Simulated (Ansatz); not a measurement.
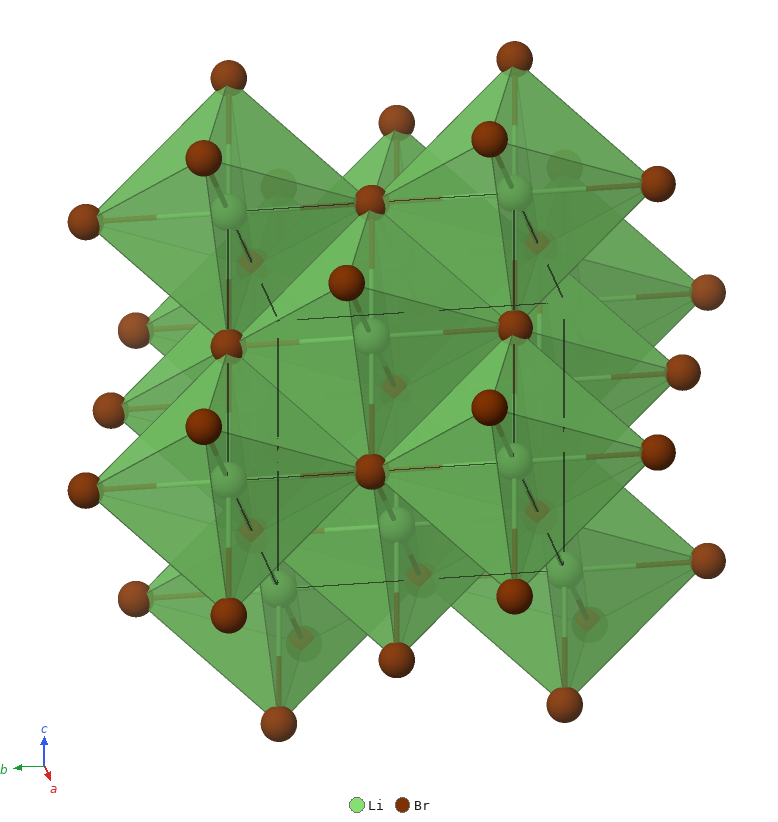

Polyhedral representation of a periodic structure, projected from a general direction. The parallelepiped is the conventional unit cell. A few atoms beyond the faces are included.

LiBr, space group Fm-3m (No. 225), a = 5.48 Å, b = 5.48 Å, c = 5.48 Å, α = 90.00°, β = 90.00°, γ = 90.00°.

Level of theory and settings: Ansatz 0.2.0, DFT, HSE06, plane waves, PAW, a kinetic-energy cutoff of 420 eV, k-points about 0.33 Å⁻¹ apart, no spin polarisation.

**Metal or not?**

An insulator at this level, with a gap of 6.21 eV, direct.

**What is the computed pressure?**

The computed pressure is -0.1 GPa, close to zero.

Its origin is a structure type filled with these elements by a generator (whether the compound takes this form wasn't checked). Earlier steps of the study may have refined or changed the cell and positions. It was the input of a calculation with Ansatz.
